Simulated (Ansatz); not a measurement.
Geometry relaxation, with input and output: Ti (part 2 of 3)

The same run, continued: Ti (slab, 5 atoms in the cell); DFT r2SCAN, scalar-relativistic, plane waves, PAW, no spin polarisation (Ansatz 0.2.0); cutoff 500 eV, 9×9×1 k-mesh, Gaussian smearing of 0.1 eV. The structure derives from an entry of the Crystallography Open Database. The input holds or restrains some coordinates. Forces given for the steps count only the free coordinates. It belongs to a series of runs on one base structure; here: clean slab, lower half held.

Geometry of the input (Å; fractional positions):
```
3.2518  0.0000  0.0000
0.0000  3.2518  0.0000
0.0000  0.0000  23.5036
Ti 0.5000  0.5000  0.3616
Ti 0.0000  0.0000  0.4308
Ti 0.5000  0.5000  0.5000
Ti 0.0000  0.0000  0.5692
Ti 0.5000  0.5000  0.6384
```

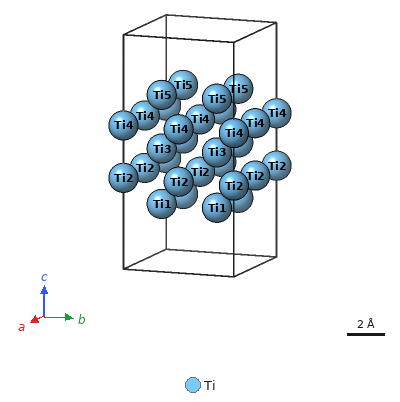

The geometry at step 6 of the log (spheres-only view of the 2 × 2 repeat of the cell, with the vacuum cut short, seen slightly off an axis; atoms are numbered from 1 in the order of the input).

## The program's output, continued
```
SCF iter   1: F=—  HF=-12518.785774 eV  |F-HF|=—  |Δ(HF+E_count)|=         —  Δρ=7.06e-3  dr2=1.38e0  dr2_τ=3.38e-1  ethr=2.47e-3  p=-0.001 e·Å  D=-9.96e-4 V/Å  ΔV_dip=0.02 eV  dr2_dipole=2.83e-1  V_vac-E_F(+/−)=3.25/3.23 eV  ⟨swp⟩=1.1  Hψ=1760  notcnv=0  defer=5
efield: sawtooth ramp at fractional position 0.9800 (handed on by an earlier solve), width 0.0400; the density the first Hamiltonian is built on has a dipole p = -0.001 e·Å; the dipole correction subtracts the counter field D = -9.96e-4 V/Å, which shifts the + side's vacuum level by +0.02 eV against the − side's; the planar-averaged density in the ramp window peaks in size at 1.3e-6 e/Å³
preconditioner: auto → LDOS  [metal: Δε(μ)=0.013 eV  Ē_g=2.195 eV  σ=0.100 eV  W_gap=0.07  n_scr=44 (ndim 8)  ℏωp=10.5 eV  f_vac=0.571  D(μ)=10.59/eV (n_scr^D=92)  β→1.0]
SCF iter   2: F=—  HF=-12518.945275 eV  |F-HF|=—  |Δ(HF+E_count)|=   1.60e-1  Δρ=3.01e-3  dr2=4.54e-2  dr2_τ=2.05e-3  ethr=2.30e-3  p=0.004 e·Å  D=3.25e-3 V/Å  ΔV_dip=-0.08 eV  dr2_dipole=3.65e-3  V_vac-E_F(+/−)=3.13/3.21 eV  ⟨swp⟩=1.6  Hψ=602  notcnv=0  defer=5
SCF iter   3: F=—  HF=-12518.947946 eV  |F-HF|=—  |Δ(HF+E_count)|=   2.67e-3  Δρ=1.09e-3  dr2=1.50e-2  dr2_τ=2.60e-4  ethr=7.57e-5  p=0.001 e·Å  D=9.37e-4 V/Å  ΔV_dip=-0.02 eV  dr2_dipole=1.37e-3  V_vac-E_F(+/−)=3.19/3.21 eV  ⟨swp⟩=2.5  Hψ=814  notcnv=0  defer=5
SCF iter   4: F=—  HF=-12518.947379 eV  |F-HF|=—  |Δ(HF+E_count)|=   5.67e-4  Δρ=6.23e-4  dr2=2.27e-3  dr2_τ=3.95e-5  ethr=2.51e-5  p=0.001 e·Å  D=5.18e-4 V/Å  ΔV_dip=-0.01 eV  dr2_dipole=5.14e-5  V_vac-E_F(+/−)=3.20/3.21 eV  ⟨swp⟩=2.1  Hψ=701  notcnv=0  defer=5
SCF iter   5: F=—  HF=-12518.947264 eV  |F-HF|=—  |Δ(HF+E_count)|=   1.15e-4  Δρ=1.91e-4  dr2=2.06e-4  dr2_τ=3.67e-6  ethr=3.78e-6  p=-0.000 e·Å  D=-2.64e-5 V/Å  ΔV_dip=0.00 eV  dr2_dipole=1.43e-5  V_vac-E_F(+/−)=3.21/3.21 eV  ⟨swp⟩=2.0  Hψ=656  notcnv=0  defer=5
SCF iter   6: F=—  HF=-12518.947301 eV  |F-HF|=—  |Δ(HF+E_count)|=   3.64e-5  Δρ=9.73e-5  dr2=7.14e-5  dr2_τ=1.26e-6  ethr=3.43e-7  p=-0.001 e·Å  D=-4.79e-4 V/Å  ΔV_dip=0.01 eV  dr2_dipole=1.79e-5  V_vac-E_F(+/−)=3.22/3.21 eV  ⟨swp⟩=2.0  Hψ=703  notcnv=0  defer=6
SCF iter   7: F=—  HF=-12518.947301 eV  |F-HF|=—  |Δ(HF+E_count)|=   9.20e-8  Δρ=3.12e-5  dr2=3.49e-6  dr2_τ=9.78e-8  ethr=1.19e-7  p=-0.001 e·Å  D=-7.09e-4 V/Å  ΔV_dip=0.02 eV  dr2_dipole=1.10e-8  V_vac-E_F(+/−)=3.23/3.21 eV  ⟨swp⟩=2.0  Hψ=622  notcnv=0  defer=6
SCF iter   8: F=-12518.947300 eV  HF=-12518.947301 eV  |F-HF|=1.09e-6  |Δ(HF+E_count)|=   2.03e-7  Δρ=1.30e-5  dr2=1.23e-6  dr2_τ=3.16e-8  ethr=2.49e-9  p=-0.001 e·Å  D=-7.34e-4 V/Å  ΔV_dip=0.02 eV  dr2_dipole=9.05e-8  V_vac-E_F(+/−)=3.23/3.21 eV  ⟨swp⟩=16.5  Hψ=4983  notcnv=0
SCF 4 converged in 8 iterations: F = -12518.947300 eV  dr2 = 1.23e-6
relax step   4: F+E_penalty+E_count = -12518.94729997 eV  Δ(F+E_penalty+E_count) = -5.024e-3 eV  max|allowed force component| = 5.986e-2 eV/Å  Δτ_max = 0.0588 Å  (8 SCF iters, dr2 threshold 1.49e-6 eV, accepted)
SCF iter   1: F=—  HF=-12518.438873 eV  |F-HF|=—  |Δ(HF+E_count)|=         —  Δρ=2.43e-2  dr2=1.64e1  dr2_τ=4.29e0  ethr=3.10e-3  p=-0.001 e·Å  D=-7.34e-4 V/Å  ΔV_dip=0.02 eV  dr2_dipole=3.40e0  V_vac-E_F(+/−)=3.27/3.25 eV  ⟨swp⟩=5.8  Hψ=1804  notcnv=0
efield: sawtooth ramp at fractional position 0.9800 (handed on by an earlier solve), width 0.0400; the density the first Hamiltonian is built on has a dipole p = -0.001 e·Å; the dipole correction subtracts the counter field D = -7.34e-4 V/Å, which shifts the + side's vacuum level by +0.02 eV against the − side's; the planar-averaged density in the ramp window peaks in size at 1.0e-6 e/Å³
preconditioner: auto → LDOS  [metal: Δε(μ)=0.003 eV  Ē_g=2.320 eV  σ=0.100 eV  W_gap=0.02  n_scr=44 (ndim 8)  ℏωp=10.5 eV  f_vac=0.581  D(μ)=9.60/eV (n_scr^D=70)  β→1.0]
SCF iter   2: F=—  HF=-12518.912508 eV  |F-HF|=—  |Δ(HF+E_count)|=   4.74e-1  Δρ=8.41e-3  dr2=3.39e-1  dr2_τ=3.66e-2  ethr=3.10e-3  p=0.021 e·Å  D=1.56e-2 V/Å  ΔV_dip=-0.37 eV  dr2_dipole=3.19e-2  V_vac-E_F(+/−)=2.82/3.19 eV  ⟨swp⟩=3.3  Hψ=1157  notcnv=0  defer=10
SCF iter   3: F=—  HF=-12518.964832 eV  |F-HF|=—  |Δ(HF+E_count)|=   5.23e-2  Δρ=3.33e-3  dr2=1.01e-1  dr2_τ=2.96e-3  ethr=5.65e-4  p=0.008 e·Å  D=6.02e-3 V/Å  ΔV_dip=-0.14 eV  dr2_dipole=4.66e-3  V_vac-E_F(+/−)=3.09/3.23 eV  ⟨swp⟩=3.1  Hψ=1123  notcnv=0  defer=10
SCF iter   4: F=—  HF=-12518.958129 eV  |F-HF|=—  |Δ(HF+E_count)|=   6.70e-3  Δρ=1.21e-3  dr2=6.50e-3  dr2_τ=1.55e-4  ethr=1.68e-4  p=0.006 e·Å  D=4.42e-3 V/Å  ΔV_dip=-0.10 eV  dr2_dipole=2.40e-4  V_vac-E_F(+/−)=3.11/3.21 eV  ⟨swp⟩=2.5  Hψ=897  notcnv=0  defer=10
SCF iter   5: F=—  HF=-12518.958282 eV  |F-HF|=—  |Δ(HF+E_count)|=   1.52e-4  Δρ=3.32e-4  dr2=4.42e-4  dr2_τ=2.95e-5  ethr=1.08e-5  p=0.002 e·Å  D=1.71e-3 V/Å  ΔV_dip=-0.04 eV  dr2_dipole=2.42e-8  V_vac-E_F(+/−)=3.17/3.21 eV  ⟨swp⟩=2.3  Hψ=821  notcnv=0  defer=10
SCF iter   6: F=—  HF=-12518.958326 eV  |F-HF|=—  |Δ(HF+E_count)|=   4.44e-5  Δρ=1.06e-4  dr2=1.34e-4  dr2_τ=2.62e-6  ethr=7.36e-7  p=0.001 e·Å  D=5.09e-4 V/Å  ΔV_dip=-0.01 eV  dr2_dipole=6.40e-5  V_vac-E_F(+/−)=3.20/3.22 eV  ⟨swp⟩=2.2  Hψ=826  notcnv=0  defer=10
SCF iter   7: F=—  HF=-12518.958344 eV  |F-HF|=—  |Δ(HF+E_count)|=   1.79e-5  Δρ=5.20e-5  dr2=1.63e-5  dr2_τ=6.25e-7  ethr=2.24e-7  p=-0.000 e·Å  D=-2.10e-4 V/Å  ΔV_dip=0.00 eV  dr2_dipole=7.30e-7  V_vac-E_F(+/−)=3.22/3.22 eV  ⟨swp⟩=2.1  Hψ=634  notcnv=0  defer=10
SCF iter   8: F=—  HF=-12518.958371 eV  |F-HF|=—  |Δ(HF+E_count)|=   2.68e-5  Δρ=1.99e-5  dr2=3.05e-6  dr2_τ=9.61e-8  ethr=2.71e-8  p=-0.001 e·Å  D=-4.06e-4 V/Å  ΔV_dip=0.01 eV  dr2_dipole=1.87e-8  V_vac-E_F(+/−)=3.23/3.22 eV  ⟨swp⟩=2.0  Hψ=667  notcnv=0  defer=10
SCF iter   9: F=—  HF=-12518.958371 eV  |F-HF|=—  |Δ(HF+E_count)|=   2.08e-7  Δρ=6.72e-6  dr2=4.61e-7  dr2_τ=8.83e-9  ethr=5.08e-9  p=-0.001 e·Å  D=-4.51e-4 V/Å  ΔV_dip=0.01 eV  dr2_dipole=1.13e-7  V_vac-E_F(+/−)=3.23/3.22 eV  ⟨swp⟩=2.0  Hψ=634  notcnv=0  defer=10
SCF iter  10: F=-12518.958371 eV  HF=-12518.958371 eV  |F-HF|=6.68e-8  |Δ(HF+E_count)|=   1.29e-9  Δρ=2.91e-6  dr2=8.90e-8  dr2_τ=2.21e-9  ethr=1.67e-10  p=-0.001 e·Å  D=-4.64e-4 V/Å  ΔV_dip=0.01 eV  dr2_dipole=7.78e-9  V_vac-E_F(+/−)=3.23/3.22 eV  ⟨swp⟩=15.5  Hψ=3928  notcnv=0
SCF 5 converged in 10 iterations: F = -12518.958371 eV  dr2 = 8.90e-8
  greatest PAW one-centre occupation: 1.001 electrons in one spin orbital (limit 2), on the Ti atom at site 2 (counted from 0), in its partial waves of l = 1
relax step   5: F+E_penalty+E_count = -12518.95837089 eV  Δ(F+E_penalty+E_count) = -1.107e-2 eV  max|allowed force component| = 1.766e-1 eV/Å  Δτ_max = 0.1950 Å  (10 SCF iters, accepted)
iter 1 solved again at ethr=1.08e-4 eV; its pass at ethr=3.10e-3 eV (dr2=6.50e-2 eV) is discarded
SCF iter   1: F=—  HF=-12518.922317 eV  |F-HF|=—  |Δ(HF+E_count)|=         —  Δρ=2.26e-3  dr2=7.01e-2  dr2_τ=6.74e-2  ethr=1.08e-4  p=-0.001 e·Å  D=-4.65e-4 V/Å  ΔV_dip=0.01 eV  dr2_dipole=6.11e-3  V_vac-E_F(+/−)=3.24/3.23 eV  ⟨swp⟩=1.0  Hψ=1564  notcnv=0  defer=3
efield: sawtooth ramp at fractional position 0.9800 (handed on by an earlier solve), width 0.0400; the density the first Hamiltonian is built on has a dipole p = -0.001 e·Å; the dipole correction subtracts the counter field D = -4.65e-4 V/Å, which shifts the + side's vacuum level by +0.01 eV against the − side's; the planar-averaged density in the ramp window peaks in size at 1.5e-6 e/Å³
preconditioner: auto → LDOS  [metal: Δε(μ)=0.052 eV  Ē_g=2.240 eV  σ=0.100 eV  W_gap=0.29  n_scr=44 (ndim 8)  ℏωp=10.5 eV  f_vac=0.579  D(μ)=6.22/eV (n_scr^D=42)  β→1.0]
SCF iter   2: F=—  HF=-12518.961522 eV  |F-HF|=—  |Δ(HF+E_count)|=   3.92e-2  Δρ=1.51e-3  dr2=3.78e-2  dr2_τ=9.42e-4  ethr=1.08e-4  p=0.001 e·Å  D=8.22e-4 V/Å  ΔV_dip=-0.02 eV  dr2_dipole=5.42e-3  V_vac-E_F(+/−)=3.18/3.20 eV  ⟨swp⟩=2.1  Hψ=924  notcnv=0  defer=3
SCF iter   3: F=—  HF=-12518.960997 eV  |F-HF|=—  |Δ(HF+E_count)|=   5.25e-4  Δρ=3.29e-4  dr2=5.08e-4  dr2_τ=7.57e-6  ethr=6.31e-5  p=-0.000 e·Å  D=-1.80e-4 V/Å  ΔV_dip=0.00 eV  dr2_dipole=2.76e-6  V_vac-E_F(+/−)=3.22/3.21 eV  ⟨swp⟩=1.6  Hψ=553  notcnv=0  defer=3
SCF iter   4: F=—  HF=-12518.961037 eV  |F-HF|=—  |Δ(HF+E_count)|=   3.99e-5  Δρ=2.07e-4  dr2=1.96e-4  dr2_τ=1.33e-5  ethr=8.47e-7  p=-0.001 e·Å  D=-7.85e-4 V/Å  ΔV_dip=0.02 eV  dr2_dipole=7.59e-6  V_vac-E_F(+/−)=3.23/3.21 eV  ⟨swp⟩=2.9  Hψ=958  notcnv=0  defer=3
SCF iter   5: F=—  HF=-12518.961023 eV  |F-HF|=—  |Δ(HF+E_count)|=   1.41e-5  Δρ=4.85e-5  dr2=1.33e-5  dr2_τ=3.86e-7  ethr=3.27e-7  p=-0.001 e·Å  D=-8.93e-4 V/Å  ΔV_dip=0.02 eV  dr2_dipole=3.88e-6  V_vac-E_F(+/−)=3.23/3.21 eV  ⟨swp⟩=2.0  Hψ=663  notcnv=0  defer=3
SCF iter   6: F=-12518.961021 eV  HF=-12518.961023 eV  |F-HF|=1.99e-6  |Δ(HF+E_count)|=   2.07e-7  Δρ=2.22e-5  dr2=2.33e-6  dr2_τ=7.95e-8  ethr=1.12e-8  p=-0.001 e·Å  D=-8.93e-4 V/Å  ΔV_dip=0.02 eV  dr2_dipole=3.43e-7  V_vac-E_F(+/−)=3.23/3.21 eV  ⟨swp⟩=16.3  Hψ=5076  notcnv=0
SCF 6 converged in 6 iterations: F = -12518.961021 eV  dr2 = 2.33e-6
  Residual-converged pass: ⟨swp⟩=1.2  Hψ=603  notcnv=0  max |occ|·‖R‖ = 7.0e-9 eV (tolerance 1.0e-8 eV)  dr2=2.33e-6  dr2_τ=7.95e-8  dr2_onsite=1.43e-7  max |Δocc| = 1.0e-10
relax step   6: F+E_penalty+E_count = -12518.96102097 eV  Δ(F+E_penalty+E_count) = -2.650e-3 eV  max|allowed force component| = 1.795e-2 eV/Å  Δτ_max = 0.0336 Å  (6 SCF iters, dr2 threshold 6.70e-6 eV, accepted)
iter 1 solved again at ethr=3.88e-9 eV; its pass at ethr=3.10e-3 eV (dr2=2.33e-6 eV) is discarded
SCF iter   1: F=—  HF=-12518.961023 eV  |F-HF|=—  |Δ(HF+E_count)|=         —  Δρ=2.22e-5  dr2=2.33e-6  dr2_τ=7.95e-8  ethr=3.88e-9  p=-0.001 e·Å  D=-8.93e-4 V/Å  ΔV_dip=0.02 eV  dr2_dipole=3.43e-7  V_vac-E_F(+/−)=3.23/3.21 eV  ⟨swp⟩=1.0  Hψ=1440  notcnv=0
efield: sawtooth ramp at fractional position 0.9800 (handed on by an earlier solve), width 0.0400; the density the first Hamiltonian is built on has a dipole p = -0.001 e·Å; the dipole correction subtracts the counter field D = -8.93e-4 V/Å, which shifts the + side's vacuum level by +0.02 eV against the − side's; the planar-averaged density in the ramp window peaks in size at 1.5e-6 e/Å³
preconditioner: auto → LDOS  [metal: Δε(μ)=0.074 eV  Ē_g=2.235 eV  σ=0.100 eV  W_gap=0.40  n_scr=44 (ndim 8)  ℏωp=10.5 eV  f_vac=0.579  D(μ)=6.09/eV (n_scr^D=42)  β→1.0]
SCF iter   2: F=—  HF=-12518.961023 eV  |F-HF|=—  |Δ(HF+E_count)|=   2.05e-7  Δρ=1.39e-5  dr2=1.20e-6  dr2_τ=6.60e-8  ethr=3.88e-9  p=-0.001 e·Å  D=-9.37e-4 V/Å  ΔV_dip=0.02 eV  dr2_dipole=2.46e-8  V_vac-E_F(+/−)=3.23/3.21 eV  ⟨swp⟩=2.0  Hψ=877  notcnv=0
SCF iter   3: F=—  HF=-12518.961023 eV  |F-HF|=—  |Δ(HF+E_count)|=   4.73e-8  Δρ=4.18e-6  dr2=2.07e-7  dr2_τ=4.75e-9  ethr=2.01e-9  p=-0.001 e·Å  D=-9.37e-4 V/Å  ΔV_dip=0.02 eV  dr2_dipole=7.42e-8  V_vac-E_F(+/−)=3.23/3.21 eV  ⟨swp⟩=2.0  Hψ=670  notcnv=0
SCF iter   4: F=-12518.961023 eV  HF=-12518.961023 eV  |F-HF|=7.13e-9  |Δ(HF+E_count)|=   3.50e-9  Δρ=1.33e-6  dr2=1.23e-8  dr2_τ=2.92e-10  ethr=1.67e-10  p=-0.001 e·Å  D=-9.52e-4 V/Å  ΔV_dip=0.02 eV  dr2_dipole=2.10e-10  V_vac-E_F(+/−)=3.24/3.21 eV  ⟨swp⟩=10.1  Hψ=3362  notcnv=0
SCF 7 converged in 4 iterations: F = -12518.961023 eV  dr2 = 1.23e-8
relax step   7: F+E_penalty+E_count = -12518.96102310 eV  Δ(F+E_penalty+E_count) = -2.137e-6 eV  max|allowed force component| = 1.645e-2 eV/Å  Δτ_max = 0.0000 Å  (4 SCF iters, accepted)
iter 1 solved again at ethr=2.06e-11 eV; its pass at ethr=3.10e-3 eV (dr2=1.24e-8 eV) is discarded
SCF iter   1: F=—  HF=-12518.961023 eV  |F-HF|=—  |Δ(HF+E_count)|=         —  Δρ=1.33e-6  dr2=1.23e-8  dr2_τ=2.92e-10  ethr=2.06e-11  p=-0.001 e·Å  D=-9.52e-4 V/Å  ΔV_dip=0.02 eV  dr2_dipole=2.10e-10  V_vac-E_F(+/−)=3.24/3.21 eV  ⟨swp⟩=1.0  Hψ=2364  notcnv=0
efield: sawtooth ramp at fractional position 0.9800 (kept from the solve that this one continues, or follows in the run), width 0.0400; the density the first Hamiltonian is built on has a dipole p = -0.001 e·Å; the dipole correction subtracts the counter field D = -9.52e-4 V/Å, which shifts the + side's vacuum level by +0.02 eV against the − side's; the planar-averaged density in the ramp window peaks in size at 1.4e-6 e/Å³
SCF iter   2: F=-12518.961023 eV  HF=-12518.961023 eV  |F-HF|=9.10e-9  |Δ(HF+E_count)|=   1.93e-9  Δρ=1.16e-6  dr2=1.05e-8  dr2_τ=3.39e-10  ethr=2.05e-11  p=-0.001 e·Å  D=-9.56e-4 V/Å  ΔV_dip=0.02 eV  dr2_dipole=8.41e-10  V_vac-E_F(+/−)=3.24/3.21 eV  ⟨swp⟩=9.3  Hψ=3224  notcnv=0
SCF 8 converged in 2 iterations: F = -12518.961023 eV  dr2 = 1.05e-8
```

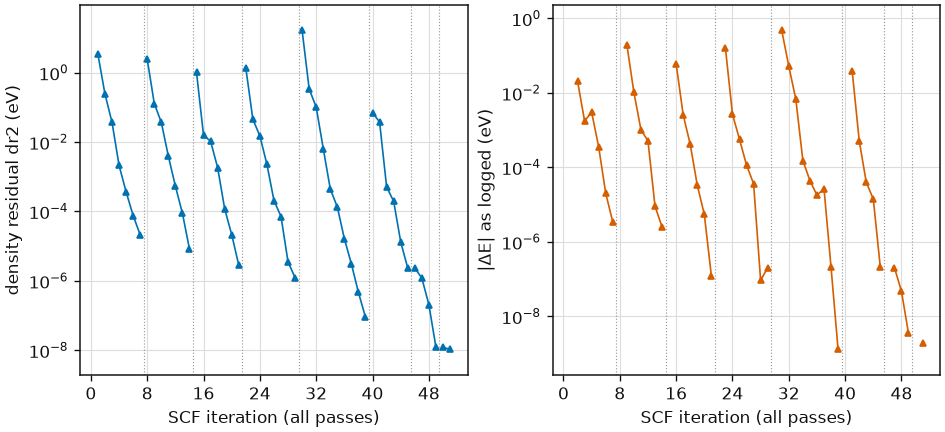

Convergence of the self-consistent field: density residual dr2 and size of the energy change against the SCF iteration. Dotted lines part the SCF passes that the log prints in full.
